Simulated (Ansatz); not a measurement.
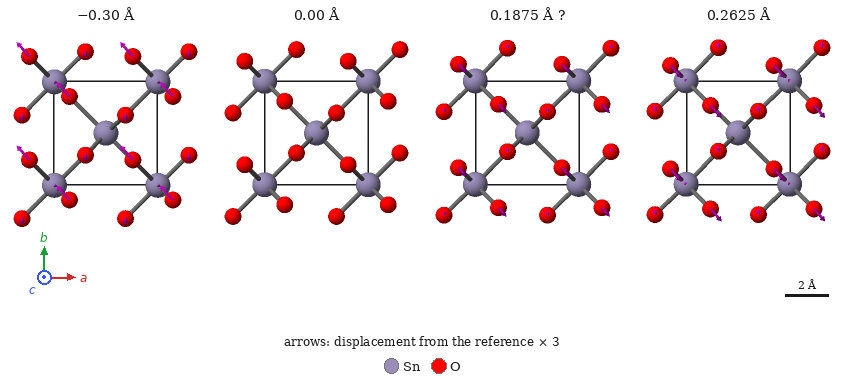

Energy scan for crystalline SnO2 (P4_2/mnm), in which a normal mode at the zone centre (one arbitrary combination within a set of 2 degenerate modes) is frozen in with the cell fixed, the amplitude being the largest displacement of an atom. A ball-and-stick model of the cell of the calculation, seen along the c axis. Purple arrows: displacements from the reference.

All numbers below come from DFT PBE, scalar-relativistic, plane waves, PAW (Ansatz 0.2.0). Settings: plane-wave cutoff 420 eV; k-point mesh 6 × 6 × 8; occupations gaussian; smearing width 0.05 eV; no spin polarisation. Energies (free energies at the smearing named) are counted from the relaxed crystal.

```csv
largest displacement (Å),E − E(ref) (eV/cell)
−0.3000,2.14
−0.1500,0.49
0.0000,0.00
0.0375,0.03
0.0750,0.12
0.1125,0.27
0.1875,?
0.2250,1.15
0.2625,1.60
```

> Estimate the missing energy from the other rows, and compare with the calculation.

A straight line between the two neighbours gives 0.86 eV/cell. A cubic through the four nearest rows (0.0750, 0.1125, 0.2250, 0.2625) gives, with Lagrange weights, (−0.2000)(0.12) + (0.5000)(0.27) + (1.0000)(1.15) + (−0.3000)(1.60) = 0.78 eV/cell. The calculation gives 0.78 eV/cell, so the cubic is right to the digits shown and the straight line 0.08 eV/cell too high, as the curve bends upwards here.

The whole profile:

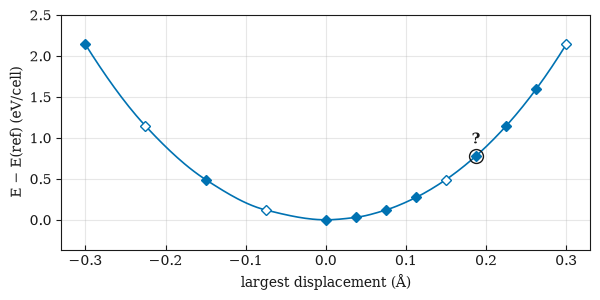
